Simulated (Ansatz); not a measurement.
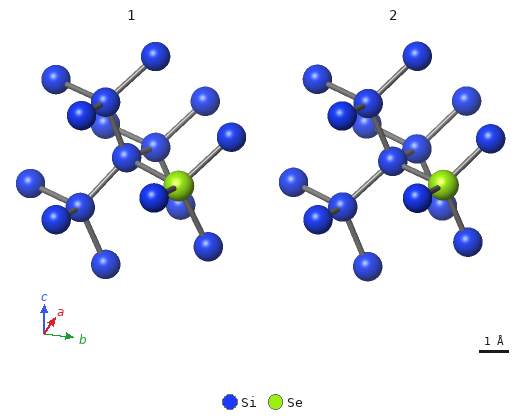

Two geometries of a defect cell of composition Si$_{63}$Se, drawn at one scale. One is the start of a relaxation, the other its converged end. A ball-and-stick model of the atoms within 4.2 Å of the atom that moves most (axes of the cell of the calculation (origin shifted)), seen from a free direction.

Computed with DFT, PBEsol, PAW, plane waves in Ansatz. (plane-wave cutoff 420 eV; k-point mesh 1 × 1 × 1; mesh shifted by (0.25, 0.25, 0.25); no spin polarisation; atoms relaxed in a fixed cell; force threshold 0.03 eV/Å; at most 80 steps)

Which geometry has the lower energy?

Structure 1 is the relaxed one. The largest move is that of a Si atom, 0.24 Å along [−2 −2 3]. By element the largest moves are Si 0.24 Å, Se 0.09 Å. The cell stays as it was. Near-neighbour distances that change, for instance: Se–Si 2.331 → 2.540 Å, Se–Si 2.292 → 2.487 Å, Se–Si 2.362 → 2.549 Å, Se–Si 2.388 → 2.545 Å. Among the angles between lasting bonds that change: Si–Si–Se 110.5° → 102.0°, Si–Si–Si 109.6° → 103.7°, Si–Si–Si 109.5° → 114.6°. After 5 geometry steps the energy has fallen by 1.282 eV per cell of the calculation. The largest force component goes from 1.7 to 0.014 eV/Å.
